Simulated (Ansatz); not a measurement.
System: a slab cut from Ge (slab content Ge₁₆), space group P6_3/mmc (No. 194).

Structure:
```
CELL_PARAMETERS angstrom
3.99700 0.00000 0.00000
-1.99850 3.46150 0.00000
0.00000 0.00000 6.59640
ATOMIC_POSITIONS crystal
Ge 0.66667 0.33333 0.06291
Ge 0.33333 0.66667 0.56291
Ge 0.66667 0.33333 0.43709
Ge 0.33333 0.66667 0.93709
```

How it was computed, with Ansatz 0.2.0: spacing and rumpling of the atomic planes of a slab cut from the relaxed bulk cell along the Miller plane (conventional indices), bottom to top, after all atoms relax, plane waves with PAW datasets, Γ-centred k mesh. Level: PBEsol, no spin polarisation.

```
                               setting             value
space group in which the indices count               194
                        Miller index h                 1
                        Miller index k                 0
                        Miller index l                 1
                             top plane                Ge
                          bottom plane                Ge
                                planes                16
                          surface cell            (1, 1)
                 slab thickness as cut           10.85 Å
                                vacuum              15 Å
                          surface area          29.77 Å²
                             surface a           3.997 Å
                             surface b           7.713 Å
                         surface angle             105 °
                            slab atoms                16
                           wave cutoff            420 eV
                                k mesh             9×5×1
                           occupations          Gaussian
                        smearing width            0.1 eV
                              boundary  dipole corrected
```

Describe the result: the spacing change of each pair of planes. The cases: 1–2; 2–3; 3–4; 4–5; 5–6; 6–7; 7–8; 8–9; 9–10; 10–11; 11–12; 12–13; 13–14; 14–15; 15–16.

The least value, −0.737 Å, is that of 2–3 and 14–15, and the largest, 0.998 Å, that of 1–2 and 15–16. In rising order: 2–3 (−0.737), 14–15 (−0.737), 7–8 (−0.005), 9–10 (−0.005), 6–7 (0.002), 10–11 (0.002), 8–9 (0.007), 5–6 (0.016), 11–12 (0.016), 4–5 (0.030), 12–13 (0.030), 3–4 (0.052), 13–14 (0.052), 1–2 (0.998), 15–16 (0.998), in Å. The spacing to next, in Å, is 1.509 for 1–2, −0.101 for 2–3, 0.563 for 3–4, 1.438 for 4–5, 0.527 for 5–6, 0.638 for 6–7, 0.505 for 7–8, 1.415 for 8–9, 0.505 for 9–10, 0.638 for 10–11, 0.527 for 11–12, 1.438 for 12–13, 0.563 for 13–14, −0.101 for 14–15 and 1.509 for 15–16.

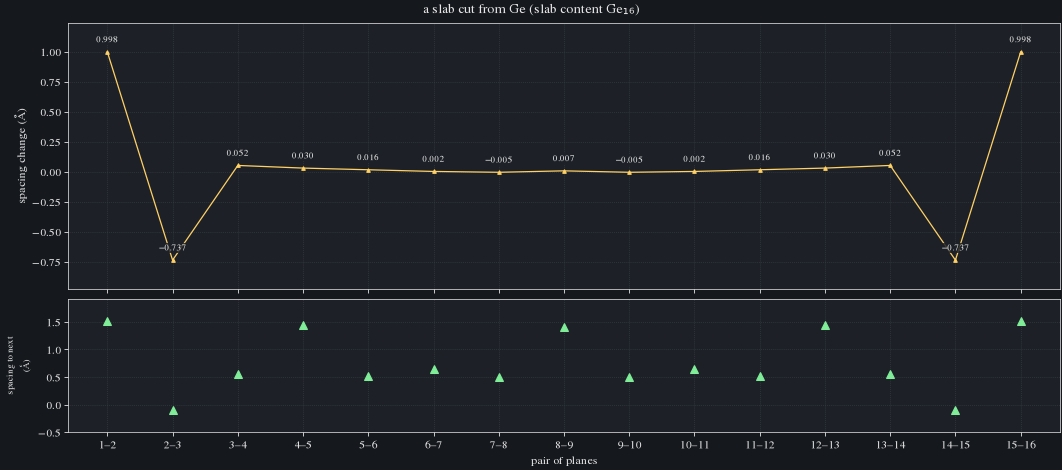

Limits of the calculation: a crossing between the sampled k points may be missed; k mesh lowers the symmetry; odd k mesh can miss points on the zone edge; xc potential rough in thin density.
